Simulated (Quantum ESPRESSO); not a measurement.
# Workfunction calculation of In (part 2 of 2)

Continued. System: In (slab, 5 atoms in the cell). Method: Kohn-Sham DFT of a periodic cell, PBE, PseudoDojo 0.4.1 SR PBE standard, no spin polarisation (Quantum ESPRESSO 7.5); cutoff 952.4 eV, 9×9×1 k-mesh, fermi-dirac of 0.05 eV. The structure derives from a Materials Project entry.

Geometry of the input (Å; fractional positions):
```
3.3393  0.0000  0.0000
-1.6696  2.8919  0.0000
0.0000  0.0000  25.9317
In 0.6667  0.3333  0.2892
In 0.0000  -0.0000  0.3943
In 0.6667  0.3333  0.5000
In 0.3333  0.6667  0.6057
In 0.6667  0.3333  0.7108
```

What the program printed, continued:
```
   -11.1528 -11.1335 -11.0849 -11.0423 -11.0251 -11.0144 -11.0052 -10.9495
   -10.9414 -10.9384 -10.9014 -10.8661 -10.7756 -10.7623 -10.7537 -10.7363
   -10.7023 -10.6938 -10.6934 -10.6637 -10.6489 -10.6225 -10.6210 -10.6199
   -10.5631  -1.7284  -1.2575  -0.3413   0.4205   0.7985   1.2859   2.0157
     2.3195   3.1789   4.3710   4.9971   6.4122   7.5444   8.0250   8.4025
     8.5725   9.1120   9.5367

          k = 0.1409 0.2440 0.0000 ( 16765 PWs)   bands (ev):

   -11.0327 -11.0269 -11.0070 -11.0043 -10.9690 -10.9675 -10.9228 -10.9213
   -10.9035 -10.8988 -10.8915 -10.8902 -10.8829 -10.8741 -10.8265 -10.8208
   -10.8012 -10.7986 -10.7729 -10.7589 -10.7350 -10.7282 -10.7149 -10.6921
   -10.6469  -4.8943  -4.3992  -3.4559  -2.2381  -0.8476   1.8457   3.6442
     5.7268   7.3683   7.9521   8.1212   8.3131   8.4571   8.8085   8.9665
     9.1652  10.0813  10.0911

          k = 0.1409 0.4066 0.0000 ( 16698 PWs)   bands (ev):

   -11.0663 -11.0586 -11.0169 -10.9932 -10.9899 -10.9673 -10.9367 -10.9297
   -10.9180 -10.9028 -10.8748 -10.8586 -10.8486 -10.8244 -10.8065 -10.7960
   -10.7848 -10.7623 -10.7473 -10.7272 -10.7168 -10.7068 -10.6890 -10.6550
   -10.6374  -3.9167  -3.4220  -2.4857  -1.2933   0.0433   2.8314   4.4338
     5.0741   5.3343   6.2702   6.6328   6.9828   7.3084   7.9458   8.2927
     8.6527   8.8858   9.1678

          k = 0.1409 0.5693 0.0000 ( 16691 PWs)   bands (ev):

   -11.1053 -11.0903 -11.0609 -11.0239 -10.9990 -10.9746 -10.9719 -10.9544
   -10.9341 -10.9128 -10.9017 -10.8398 -10.8077 -10.7936 -10.7779 -10.7541
   -10.7381 -10.7309 -10.7179 -10.6853 -10.6639 -10.6583 -10.6469 -10.6423
   -10.5869  -2.4492  -1.9614  -1.0386   0.0957   1.2514   2.2460   2.6184
     3.3612   4.3474   4.5726   5.5745   5.9494   6.7053   6.9933   7.6735
     8.0694   8.7444   8.9247

          k = 0.1409 0.7319 0.0000 ( 16682 PWs)   bands (ev):

   -11.1207 -11.1018 -11.0816 -11.0387 -11.0071 -10.9873 -10.9872 -10.9574
   -10.9329 -10.9316 -10.9150 -10.8504 -10.7996 -10.7664 -10.7540 -10.7453
   -10.7215 -10.7017 -10.6904 -10.6638 -10.6576 -10.6375 -10.6366 -10.6122
   -10.5777  -0.7540  -0.5493   0.0567   0.2726   0.5239   1.4119   1.9039
     2.4959   3.1875   3.6804   5.6455   6.1311   6.6039   6.6756   7.4778
     7.8547   8.4244   8.6818

          k = 0.2817 0.4880 0.0000 ( 16724 PWs)   bands (ev):

   -11.0416 -11.0333 -11.0187 -11.0037 -10.9956 -10.9892 -10.9604 -10.9450
   -10.8918 -10.8815 -10.8693 -10.8582 -10.8243 -10.8100 -10.8026 -10.8026
   -10.7938 -10.7526 -10.7508 -10.7257 -10.6888 -10.6731 -10.6503 -10.6497
   -10.5918  -2.6935  -2.2029  -1.2779  -0.1248   1.1224   3.6899   3.7912
     4.0260   4.6815   4.7307   4.9348   5.7221   6.1671   6.2829   7.0545
     7.7481   7.9175   8.1954

          k = 0.2817 0.6506 0.0000 ( 16693 PWs)   bands (ev):

   -11.0592 -11.0421 -11.0270 -11.0048 -10.9883 -10.9762 -10.9650 -10.9390
   -10.8862 -10.8818 -10.8527 -10.8385 -10.8283 -10.8154 -10.7990 -10.7639
   -10.7543 -10.7411 -10.7384 -10.6969 -10.6888 -10.6799 -10.6549 -10.6489
   -10.6011  -1.0266  -0.5635   0.3310   1.0147   1.3080   2.0770   2.6833
     2.9719   3.5790   3.9009   4.4435   4.9740   5.3317   5.7909   6.2339
     7.1341   7.5029   8.2474

          k = 0.4226 0.7319 0.0000 ( 16734 PWs)   bands (ev):

   -11.0424 -11.0424 -11.0159 -10.9811 -10.9696 -10.9696 -10.9203 -10.8810
   -10.8755 -10.8755 -10.8450 -10.8450 -10.8081 -10.8081 -10.7841 -10.7841
   -10.7700 -10.7700 -10.7236 -10.7208 -10.7186 -10.7186 -10.6655 -10.6655
   -10.6367   0.5100   0.6619   0.6619   0.9578   1.3967   2.2681   2.2681
     3.0290   3.0290   3.1764   4.1754   4.1754   4.5336   5.3026   5.3026
     6.7008   8.0857   8.0857

     the Fermi energy is     3.6872 ev

!    total energy              =    -664.49478186 Ry
     estimated scf accuracy    <          4.6E-09 Ry
     smearing contrib. (-TS)   =      -0.00194408 Ry
     internal energy E=F+TS    =    -664.49283778 Ry

     The total energy is F=E-TS. E is the sum of the following terms:
     one-electron contribution =   -3072.80191805 Ry
     hartree contribution      =    1574.21237988 Ry
     xc contribution           =    -200.25601462 Ry
     ewald contribution        =    1034.35271501 Ry

     convergence has been achieved in  14 iterations

     Forces acting on atoms (cartesian axes, Ry/au):

     atom    1 type  1   force =    -0.00000000    0.00000000   -0.00695662
     atom    2 type  1   force =    -0.00000000   -0.00000000    0.00347749
     atom    3 type  1   force =     0.00000000    0.00000000    0.00000000
     atom    4 type  1   force =     0.00000000    0.00000000   -0.00347749
     atom    5 type  1   force =    -0.00000000   -0.00000000    0.00695662

     Total force =     0.010999     Total SCF correction =     0.000235

=------------------------------------------------------------------------------=
   JOB DONE.
=------------------------------------------------------------------------------=
```

File pp_density.out:
```
This program is part of the open-source Quantum ESPRESSO suite
     for quantum simulation of materials; please cite
         "P. Giannozzi et al., J. Phys.:Condens. Matter 21 395502 (2009);
         "P. Giannozzi et al., J. Phys.:Condens. Matter 29 465901 (2017);
         "P. Giannozzi et al., J. Chem. Phys. 152 154105 (2020);
          URL
     in publications or presentations arising from this work. More details at

     ./tmp/pwscf.save/

     IMPORTANT: XC functional enforced from input :
     Exchange-correlation= PBE
                           (   1   4   3   4   0   0   0)
     Any further DFT definition will be discarded
     Please, verify this is what you really want

     G-vector sticks info
     --------------------
     sticks:   dense  smooth     PW     G-vecs:    dense   smooth      PW
     Sum         769     769    223               133665   133665   20907

     Using Slab Decomposition

     Calling punch_plot, plot_num =   0
     Writing data to file  density.dat
     Reading data from file  density.dat

     Writing data to be plotted to file density.cube
     Plot Type: 3D                     Output format: Gaussian cube

=------------------------------------------------------------------------------=
   JOB DONE.
=------------------------------------------------------------------------------=
```

File pp_potential.out:
```
This program is part of the open-source Quantum ESPRESSO suite
     for quantum simulation of materials; please cite
         "P. Giannozzi et al., J. Phys.:Condens. Matter 21 395502 (2009);
         "P. Giannozzi et al., J. Phys.:Condens. Matter 29 465901 (2017);
         "P. Giannozzi et al., J. Chem. Phys. 152 154105 (2020);
          URL
     in publications or presentations arising from this work. More details at

     ./tmp/pwscf.save/

     IMPORTANT: XC functional enforced from input :
     Exchange-correlation= PBE
                           (   1   4   3   4   0   0   0)
     Any further DFT definition will be discarded
     Please, verify this is what you really want

     G-vector sticks info
     --------------------
     sticks:   dense  smooth     PW     G-vecs:    dense   smooth      PW
     Sum         769     769    223               133665   133665   20907

     Using Slab Decomposition

     Calling punch_plot, plot_num =  11
     Writing data to file  potential.dat
     Reading data from file  potential.dat

     Writing data to be plotted to file potential.cube
     Plot Type: 3D                     Output format: Gaussian cube

=------------------------------------------------------------------------------=
   JOB DONE.
=------------------------------------------------------------------------------=
```

File pp_elf.out:
```
This program is part of the open-source Quantum ESPRESSO suite
     for quantum simulation of materials; please cite
         "P. Giannozzi et al., J. Phys.:Condens. Matter 21 395502 (2009);
         "P. Giannozzi et al., J. Phys.:Condens. Matter 29 465901 (2017);
         "P. Giannozzi et al., J. Chem. Phys. 152 154105 (2020);
          URL
     in publications or presentations arising from this work. More details at

     ./tmp/pwscf.save/

     IMPORTANT: XC functional enforced from input :
     Exchange-correlation= PBE
                           (   1   4   3   4   0   0   0)
     Any further DFT definition will be discarded
     Please, verify this is what you really want

     G-vector sticks info
     --------------------
     sticks:   dense  smooth     PW     G-vecs:    dense   smooth      PW
     Sum         769     769    223               133665   133665   20907

     Using Slab Decomposition

     Calling punch_plot, plot_num =   8
     Message from routine do_elf_kin:
     elf/kin + US not fully implemented
     Writing data to file  elf.dat
     Reading data from file  elf.dat

     Writing data to be plotted to file elf.cube
     Plot Type: 3D                     Output format: Gaussian cube

=------------------------------------------------------------------------------=
   JOB DONE.
=------------------------------------------------------------------------------=
```

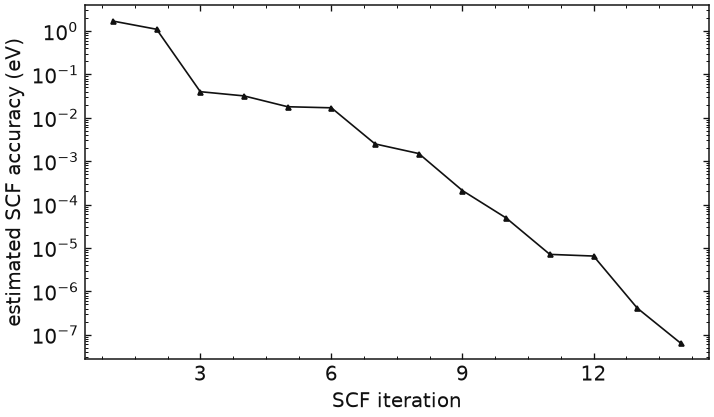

**Figure 1.** Convergence of the self-consistent field: estimated SCF accuracy against the iteration. The field takes 14 iterations in all.

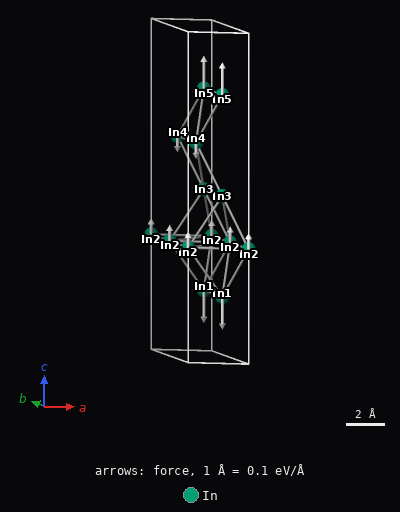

**Figure 2.** Forces on the atoms as white arrows (ball-and-stick view of the 1 × 2 repeat of the cell, with the vacuum cut short, seen slightly off an axis; atoms are numbered from 1 in the order of the input). The largest act on In1, In5 (0.18 eV/Å); In2, In4 (0.09 eV/Å). The geometry is not a stationary point of this energy.

Results in brief:

- outcome: converged
- electrons treated: 65
- free energy: −9040.9121 eV
- work function, top face: 3.87 eV
- work function, bottom face: 3.87 eV
- Fermi energy: 3.687 eV
- gap on the k-point mesh: none (metallic)
- work function (upper face): 3.87 eV
- largest force (length of the vector): 0.179 eV/Å
- wall time: 4.8 min
- peak memory: 0.34 GiB

Notes:

Notes on the run: negative rho.
